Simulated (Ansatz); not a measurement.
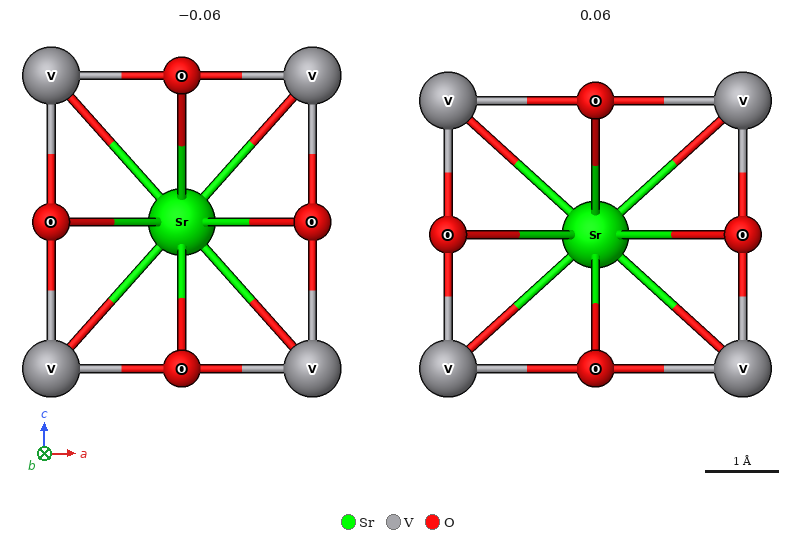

Crystalline SrVO3 (set up in Pm-3m), under biaxial strain in the a–b plane (c relaxed, atoms fixed by symmetry), with energies (extrapolated to zero smearing) counted from the relaxed crystal, which is the row at zero. The picture shows the first and the last member. A ball-and-stick model of the cell of the calculation, seen along the b axis.

Computed with Ansatz 0.2.0: DFT PBE, scalar-relativistic, plane waves, PAW. Settings: plane-wave cutoff 420 eV; k-point mesh 10 × 10 × 10; occupations gaussian; smearing width 0.1 eV; collinear spin; force threshold 0.008 eV/Å.

| strain | energy (meV/atom) | a (Å) | c (Å) |
| --- | --- | --- | --- |
| −0.06 | 111.24 | 3.627 | 4.068 |
| −0.04 | ? | ? | ? |
| −0.02 | 10.64 | 3.782 | 3.918 |
| 0.0 | 0.00 | 3.859 | 3.859 |
| 0.02 | 9.40 | 3.936 | 3.808 |
| 0.04 | 35.32 | 4.013 | 3.756 |
| 0.06 | 73.86 | 4.090 | 3.720 |

Q: Fill in the missing row.

A: A parabola through three neighbouring rows (−0.06, −0.02, 0.0) gives, with Lagrange weights, (0.3333)(111.24) + (1.0000)(10.64) + (−0.3333)(0.00) = 47.72 meV/atom. The calculation gives 46.02 meV/atom (a = 3.705 Å, c = 3.985 Å). The estimate is 1.70 meV/atom too high. From the first member to the last: O–Sr 2.565 → 2.892 Å, O–V 1.814 → 2.045 Å, O–V 2.034 → 1.860 Å.

The whole series:

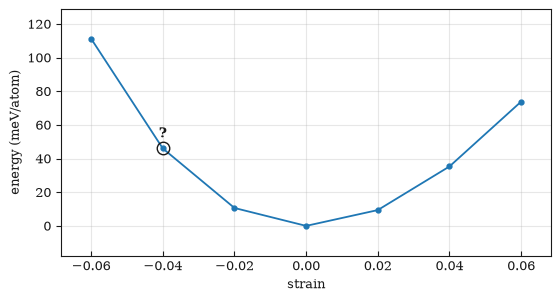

The cells carry a magnetic moment (0.2 to 0.0 μB per cell in all, first to last member); only the order that this cell allows was tried.

Each member starts from this one structure; whether another phase lies lower wasn't checked.
